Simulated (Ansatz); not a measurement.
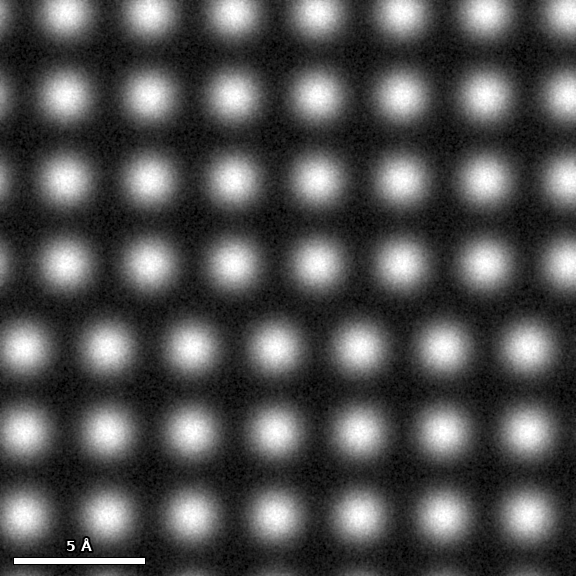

Z-contrast image of Lu (Pm-3m, No. 221) along [001]. Simulation: incoherent imaging, intensity Z^1.7 per atom, probe width 1.30 Å, thin sample. The probe carries 25 % of its weight in a tail 2.5 times as wide. The display is stretched by a gamma of 0.65; percentages refer to the linear signal. Shot noise was added.

One planar defect was built into the perfect crystal by geometry alone, without relaxation. Host structure: the geometry given to an electronic-structure calculation, possibly off equilibrium; the starting structure was generated, so it need not be a known form of this composition.

> Find the planar defect and say what kind it is.

A planar fault (a stacking fault) runs horizontally about 12 Å below the top edge. The part above it is shifted along the boundary by 1/2 of the 3.21 Å repeat of the rows (1.6 Å to the right, the same as to the left); both parts keep the same orientation.
